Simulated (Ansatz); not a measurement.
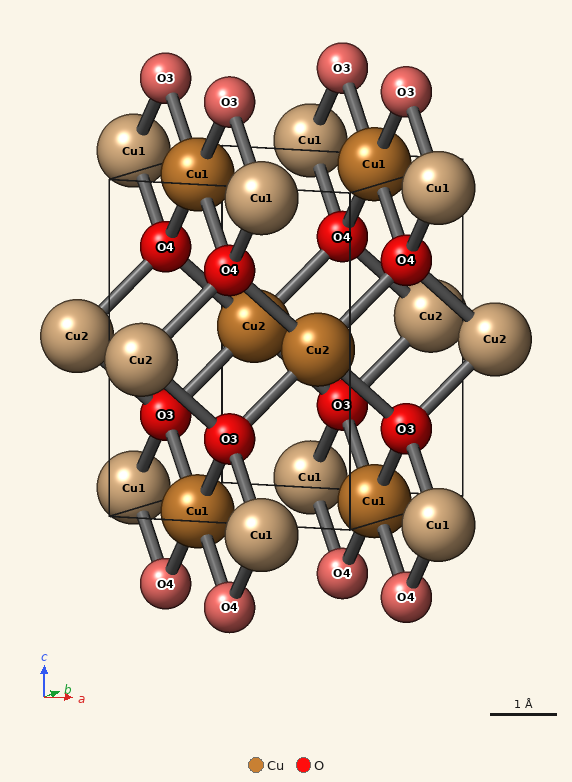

Fig. 1: The structure as given in the input (ball-and-stick view of the cell 2 times as large as that of the calculation, set on its symmetry axes, seen slightly off an axis; neighbours outside the cell are drawn fainter; atoms are numbered from 1 in the order of the input). An atom can appear more than once, as a periodic image.

## What a change does: geometry relaxation on CuO

System: CuO (Cccm, 4 atoms in the cell).
Method of run A: DFT PBE, scalar-relativistic, plane waves, PAW, no spin polarisation (Ansatz 0.2.0).

The structure derives from a Materials Project entry. Text and figures count atoms from 1; the logs count them from 0 in places.

**Input file, run A**
```yaml
crystal:
  lattice:
    - [1.990968, -2.15355, 0.0]
    - [1.990968, 2.15355, 0.0]
    - [0.0, 0.0, 5.155928]
  atoms:
    - { symbol: Cu, position: [0.0, 0.5, 0.0] }
    - { symbol: Cu, position: [0.5, 0.0, 0.5] }
    - { symbol: O, position: [0.5, 0.5, 0.25] }
    - { symbol: O, position: [0.5, 0.5, 0.75] }
basis:
  ecutwfc: 420
kpoints:
  mp_grid: { grid: [14, 14, 8] }
hamiltonian:
  xc: pbe
scf:
  occupations: { method: gaussian, width: 0.1 }
output:
  forces: true
  stress: true
  eigenvalues: true
relax:
  adjacent_minimum: "off"
  f_tol: 0.01
  max_steps: 60
  cell: { stress_tol: 0.05 }
```

Launched with:
```bash
ansatz run input.yaml --threads 1 --pin off --max-ram 2560MiB --backend cpu --events-out ev --progress --plain --runs-dir out
```

Hardware: 1 thread of Arm Neoverse V1, 24 GiB of memory available, shared host.

**Output, shortened to warnings, some set-up lines, iterations and results (run A)**
```
Basis set: ecut = 420 eV, 841 PW (Γ), exchange–correlation on 40×40×72 points (8 copies of the dense FFT grid, shifted against one another)
Symmetry: 8 space group operations
k-points: 285 of 1568
Initial density: superposition of atomic densities (neutral atoms: chi_scale 0, normalization atom), corrected by the library's trained network
[...]
SCF iter   1: F=—  HF=-14382.561832 eV  |F-HF|=—  |Δ(HF+E_count)|=         —  Δρ=5.48e-3  dr2=4.32e-3  ethr=1.77e-3  ⟨swp⟩=5.1  Hψ=30057  notcnv=0
SCF iter   2: F=—  HF=-14382.561459 eV  |F-HF|=—  |Δ(HF+E_count)|=   3.73e-4  Δρ=1.53e-3  dr2=4.39e-4  ethr=8.63e-6  ⟨swp⟩=2.0  Hψ=15353  notcnv=0
SCF iter   3: F=—  HF=-14382.561388 eV  |F-HF|=—  |Δ(HF+E_count)|=   7.11e-5  Δρ=4.87e-4  dr2=7.98e-5  ethr=8.78e-7  ⟨swp⟩=2.0  Hψ=13268  notcnv=0
SCF iter   4: F=—  HF=-14382.561255 eV  |F-HF|=—  |Δ(HF+E_count)|=   1.33e-4  Δρ=7.10e-4  dr2=1.30e-4  ethr=1.60e-7  ⟨swp⟩=2.0  Hψ=15606  notcnv=0
SCF iter   5: F=—  HF=-14382.561226 eV  |F-HF|=—  |Δ(HF+E_count)|=   2.94e-5  Δρ=2.11e-4  dr2=1.11e-5  ethr=1.60e-7  ⟨swp⟩=2.0  Hψ=11118  notcnv=0
[... 73 lines ...]
SCF iter   3: F=—  HF=-14382.570355 eV  |F-HF|=—  |Δ(HF+E_count)|=  1.27e-10  Δρ=9.76e-7  dr2=2.13e-10  ethr=1.00e-12  ⟨swp⟩=6.3  Hψ=38810  notcnv=0
SCF iter   4: F=—  HF=-14382.570355 eV  |F-HF|=—  |Δ(HF+E_count)|=  1.09e-11  Δρ=7.74e-7  dr2=1.38e-10  ethr=1.00e-12  ⟨swp⟩=4.6  Hψ=31607  notcnv=0
SCF iter   5: F=-14382.570355 eV  HF=-14382.570355 eV  |F-HF|=4.00e-11  |Δ(HF+E_count)|=  4.73e-11  Δρ=3.30e-7  dr2=2.58e-11  ethr=1.00e-12  ⟨swp⟩=3.0  Hψ=29859  notcnv=0
SCF 11 converged in 5 iterations: F = -14382.570355 eV  dr2 = 2.58e-11
relax step  11: F+E_penalty+E_count = -14382.57035466 eV  Δ(F+E_penalty+E_count) = -1.560e-5 eV  max|allowed force component| = 1.388e-16 eV/Å  Δτ_max = 0.0000 Å  P = +0.004 …
basis re-selected at this cell: Δ(F+E_penalty+E_count) = -1.560e-5 eV, ΔP = +0.001 GPa vs the last step (what re-selecting the basis moved, of the pressure what is left beyond the Pulay correction that the steps carried, after the strain that the cell walked since its last selection, with what the …
SCF converged after 5 iterations
Free energy (F): -14382.570355 eV
Harris-Foulkes:  -14382.570355 eV  (|F-HF|=4.00e-11)
Internal energy: -14382.557419 eV  (E = F + TS)
E sigma→0 (E₀):  -14382.563887 eV
Entropy (-TS):   -0.012935 eV (-3.234 meV/atom)
Fermi energy:    10.698769 eV
--- Per-component energies (eV) ---
  E_band       = -934.340711
  E_kinetic    = 941.022113
  E_local      = -10195.829769  (includes V_loc(G=0)·N_el)
  E_nonlocal   = 876.018450
  E_hartree    = 4412.929653
  E_xc         = -323.248691
  E_vxc        = -414.859678  (∫ρ·V_xc dr)
  E_paw        = -3637.431945  (= ΣΔE_a)
  E_vpaw       = -966.556054  (= ΣTr[D̂ρ^β])
  E_aug_tail   = 0.005529  (compensation charges beyond the density's cutoff)
  E_ewald      = -6456.022758
  E_smearing   = -0.012935  (= −TS)
  E_closure    = 0.000000  (closes the sum)
  Σ components = -14382.570355   (vs F -14382.570355, Δ=0.00e0)
--- Forces (eV/Å), atoms counted from 1 ---
  atom   1  Cu     0.00000000     0.00000000     0.00000000
  atom   2  Cu     0.00000000     0.00000000     0.00000000
  atom   3  O      0.00000000     0.00000000     0.00000000
  atom   4  O     -0.00000000    -0.00000000    -0.00000000
  max |Σ_I F_I| component: 6.31e-30 eV/Å
--- Stress (GPa, compression-positive) ---
        0.026879      -0.000000       0.000000
       -0.000000      -0.017478      -0.000000
        0.000000      -0.000000       0.003055
  P = ⅓ Tr σ = 0.0042 GPa (0.042 kbar)
--- Relaxed structure (8 steps of the walk, 8 accepted, 3 SCFs on fresh bases) ---
  F+E_penalty+E_count = -14382.57035466 eV   max|allowed force component| = 1.388e-16 eV/Å   (the final SCF, on the basis selected at the relaxed cell)
  cell:  # Å, volume = 44.7893 Å³
    - [2.0821502475308584, -2.08794213516408, 3.7501477149913044e-18]
    - [2.0821502475308584, 2.08794213516408, -3.750147714991314e-18]
    - [-1.2917737895536194e-32, -8.978427065942147e-18, 5.151262297382001]
  atoms:
    - { symbol: Cu, position: [7.826300506262674e-37, 0.5, -4.81482486096809e-35] }
[...]
```

For run B the input was changed thus:
```diff
-  ecutwfc: 420
+  ecutwfc: 520
```

Predict how the results change.

The free energy of run B is 4.7 meV per atom lower, which measures how much it depends on this numerical setting. More plane waves can only lower the energy of a fixed Hamiltonian, so the higher cutoff gives the lower value. The SCF takes 41 iterations over all geometry steps against 61.

**Output, shortened to warnings, some set-up lines, iterations and results (run B)**
```
Basis set: ecut = 520 eV, 1181 PW (Γ), exchange–correlation on 48×48×80 points (8 copies of the dense FFT grid, shifted against one another)
Symmetry: 8 space group operations
k-points: 285 of 1568
Initial density: superposition of atomic densities (neutral atoms: chi_scale 0, normalization atom), corrected by the library's trained network
[...]
SCF iter   1: F=—  HF=-14382.580310 eV  |F-HF|=—  |Δ(HF+E_count)|=         —  Δρ=5.59e-3  dr2=4.44e-3  ethr=1.77e-3  ⟨swp⟩=5.1  Hψ=30214  notcnv=0
SCF iter   2: F=—  HF=-14382.580503 eV  |F-HF|=—  |Δ(HF+E_count)|=   1.93e-4  Δρ=3.08e-3  dr2=2.61e-3  ethr=8.87e-6  ⟨swp⟩=2.1  Hψ=15662  notcnv=0
SCF iter   3: F=—  HF=-14382.580077 eV  |F-HF|=—  |Δ(HF+E_count)|=   4.26e-4  Δρ=1.11e-3  dr2=4.48e-4  ethr=5.22e-6  ⟨swp⟩=2.2  Hψ=11962  notcnv=0
SCF iter   4: F=—  HF=-14382.580128 eV  |F-HF|=—  |Δ(HF+E_count)|=   5.14e-5  Δρ=1.69e-3  dr2=7.56e-4  ethr=8.97e-7  ⟨swp⟩=2.1  Hψ=15531  notcnv=0
SCF iter   5: F=—  HF=-14382.579950 eV  |F-HF|=—  |Δ(HF+E_count)|=   1.78e-4  Δρ=1.97e-4  dr2=8.12e-6  ethr=8.97e-7  ⟨swp⟩=2.2  Hψ=12698  notcnv=0
[... 45 lines ...]
SCF iter   5: F=—  HF=-14382.589193 eV  |F-HF|=—  |Δ(HF+E_count)|=   2.18e-7  Δρ=9.36e-6  dr2=2.33e-8  ethr=5.97e-10  ⟨swp⟩=2.0  Hψ=12581  notcnv=0
SCF iter   6: F=—  HF=-14382.589193 eV  |F-HF|=—  |Δ(HF+E_count)|=   7.75e-8  Δρ=1.02e-6  dr2=2.25e-10  ethr=4.65e-11  ⟨swp⟩=2.6  Hψ=11898  notcnv=0
SCF iter   7: F=-14382.589193 eV  HF=-14382.589193 eV  |F-HF|=3.64e-12  |Δ(HF+E_count)|=   1.60e-9  Δρ=8.81e-8  dr2=2.24e-12  ethr=1.00e-12  ⟨swp⟩=3.0  Hψ=32519  notcnv=0
SCF 7 converged in 7 iterations: F = -14382.589193 eV  dr2 = 2.24e-12
relax step   7: F+E_penalty+E_count = -14382.58919267 eV  Δ(F+E_penalty+E_count) = -2.920e-4 eV  max|allowed force component| = 1.943e-16 eV/Å  Δτ_max = 0.0000 Å  P = +0.010 …
basis re-selected at this cell: Δ(F+E_penalty+E_count) = -2.920e-4 eV, ΔP = +0.009 GPa vs the last step (what re-selecting the basis moved, of the pressure what is left beyond the Pulay correction that the steps carried, after the strain that the cell walked since its last selection, with what the …
SCF converged after 7 iterations
Free energy (F): -14382.589193 eV
Harris-Foulkes:  -14382.589193 eV  (|F-HF|=3.64e-12)
Internal energy: -14382.576257 eV  (E = F + TS)
E sigma→0 (E₀):  -14382.582725 eV
Entropy (-TS):   -0.012935 eV (-3.234 meV/atom)
Fermi energy:    10.695064 eV
--- Per-component energies (eV) ---
  E_band       = -934.515697
  E_kinetic    = 940.460317
  E_local      = -10197.321731  (includes V_loc(G=0)·N_el)
  E_nonlocal   = 877.697107
  E_hartree    = 4414.035280
  E_xc         = -323.093500
  E_vxc        = -414.658639  (∫ρ·V_xc dr)
  E_paw        = -3638.584377  (= ΣΔE_a)
  E_vpaw       = -968.765314  (= ΣTr[D̂ρ^β])
  E_aug_tail   = 0.001931  (compensation charges beyond the density's cutoff)
  E_ewald      = -6455.771286
  E_smearing   = -0.012935  (= −TS)
  E_closure    = -0.000000  (closes the sum)
  Σ components = -14382.589193   (vs F -14382.589193, Δ=0.00e0)
--- Forces (eV/Å), atoms counted from 1 ---
  atom   1  Cu    -0.00000000     0.00000000     0.00000000
  atom   2  Cu    -0.00000000    -0.00000000     0.00000000
  atom   3  O     -0.00000000     0.00000000     0.00000000
  atom   4  O      0.00000000    -0.00000000    -0.00000000
  max |Σ_I F_I| component: 1.26e-29 eV/Å
--- Stress (GPa, compression-positive) ---
        0.024956      -0.000000      -0.000000
       -0.000000      -0.004673      -0.000000
       -0.000000      -0.000000       0.008768
  P = ⅓ Tr σ = 0.0097 GPa (0.097 kbar)
--- Relaxed structure (6 steps of the walk, 6 accepted, 1 SCFs on fresh bases) ---
  F+E_penalty+E_count = -14382.58919267 eV   max|allowed force component| = 1.943e-16 eV/Å   (the final SCF, on the basis selected at the relaxed cell)
  cell:  # Å, volume = 44.7943 Å³
    - [2.083225561098476, -2.08708142127844, 3.797108188244705e-18]
    - [2.083225561098476, 2.08708142127844, -3.797108188244717e-18]
    - [-1.5164301007803357e-32, -9.090857619651356e-18, 5.151297609237091]
  atoms:
    - { symbol: Cu, position: [8.026788179963312e-37, 0.5, 9.62964972193618e-35] }
[...]
```

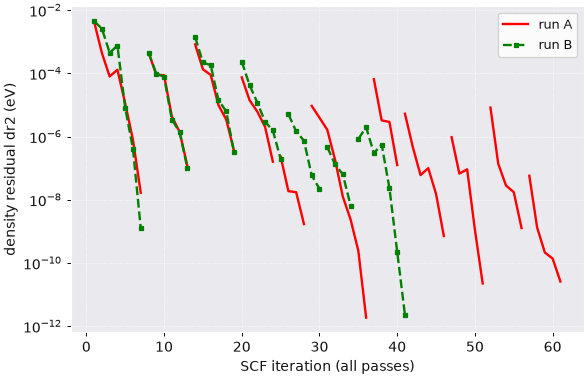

Fig. 2: Convergence of the two runs: density residual dr2 against the SCF iteration. A break in a curve parts two SCF passes. Run A takes 61 iterations in all, and run B takes 41.

**The two runs side by side**

| quantity | run A | run B |
| --- | --- | --- |
| outcome | converged | converged |
| free energy per atom (eV) | −3595.6426 | −3595.6473 |
| energy per atom, smearing taken to zero (eV) | −3595.6410 | −3595.6457 |
| gap on the mesh (eV) | 0.00 | 0.00 |
| pressure (GPa) | 0.00 | 0.01 |
| largest force (eV/Å) | 0.000 | 0.000 |
| SCF iterations | 61 | 41 |
| irreducible k-points | 285 | 285 |
| wall time (shared host) | 3.4 min | 2.9 min |

For both runs: The run has no spin polarisation, so a magnetic state may lie lower.
